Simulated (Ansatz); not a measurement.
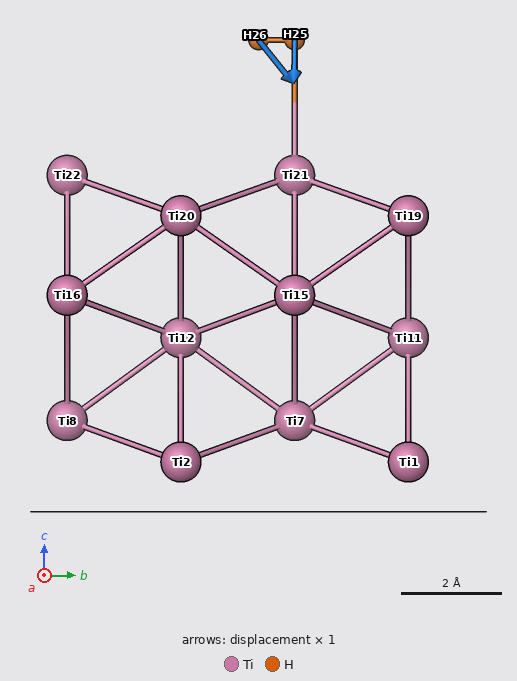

This is a constrained relaxation of a slab of composition Ti$_{12}$H (cut from the P6_3/mmc phase). The starting structure is drawn; blue arrows show the displacements, at their true length.

The picture is a ball-and-stick view of the cell of the calculation, outlined in the plane, without the vacuum (origin shifted), seen along the a axis.

Case: 1 H2 a cell, flat, over a top Ti site. The slab is the (1 0 0) face of Ti with H2 on it. 12 atoms are held fixed.

Level of theory: DFT PBE+D3(BJ), scalar-relativistic, plane waves, PAW (Ansatz). Settings: plane-wave cutoff 420 eV; k-point mesh 3 × 2 × 1; occupations gaussian; smearing width 0.1 eV; no spin polarisation; dipole correction; atoms relaxed in a fixed cell; force threshold 0.04 eV/Å; at most 100 steps.

Question: What happened in the run?

Answer: Over 10 geometry steps the energy falls by 0.396 eV per cell of the calculation. The largest force component goes from 0.37 to 0.039 eV/Å. The atom that moves furthest is an H atom (1.18 Å at 40° to the normal (−c side)). By element the largest moves are H 1.18 Å, Ti 0.09 Å. The cell doesn't change. Near-neighbour distances that change, for instance: H–Ti 2.822 → 1.923 Å, H–Ti 2.720 → 1.924 Å, Ti–Ti 2.811 → 2.927 Å, H–H 0.750 → 0.846 Å. New bonds form: H–Ti (2.82 → 1.92 Å).

Limits of the set-up: the periodic images lie only 5.8 Å apart, so the values are limited by the cell's size.
